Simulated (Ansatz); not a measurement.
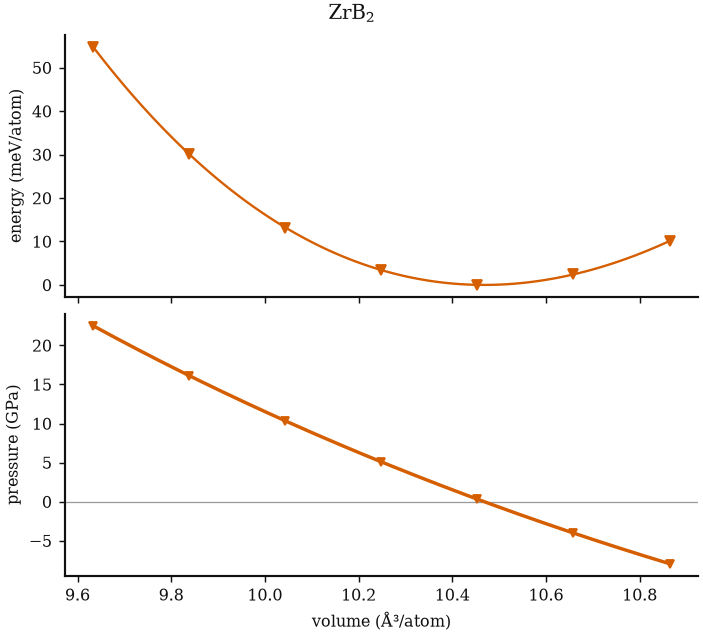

The plot gives the computed energy and pressure against volume for ZrB₂, space group P6/mmm (No. 191).

Cell as given: a = 3.170 Å, b = 3.170 Å, c = 3.533 Å, α = 90.00°, β = 90.00°, γ = 120.00°; 3 atoms.

Calculation (Ansatz 0.2.0): plane-wave DFT, no spin polarisation; energies at scaled volumes of the given cell, shape and fractions fixed, counted from the fit's minimum, third-order Birch-Murnaghan fit. Level: rPW86-PBE.

k mesh 10×10×8; occupations Fermi–Dirac; smearing width 0.05 eV; potentials Ansatz PAW; wave cutoff 420 eV; density cutoff 1680 eV.

Q: What equilibrium volume and bulk modulus follow from the curve?

A: A third-order Birch–Murnaghan fit gives V0 = 10.47 Å³/atom, B0 = 230 GPa and B′ = 3.9.

Q: Read off the course of the pressure.

A: It falls from 22.50 GPa at volume 9.63 Å³/atom to −7.93 GPa at 10.86 Å³/atom, and changes sign near 10.47 Å³/atom.

Note: the functional was run on potentials made for another functional; shape and atomic fractions are frozen while scaling, which makes layered, chain and framework solids too stiff.
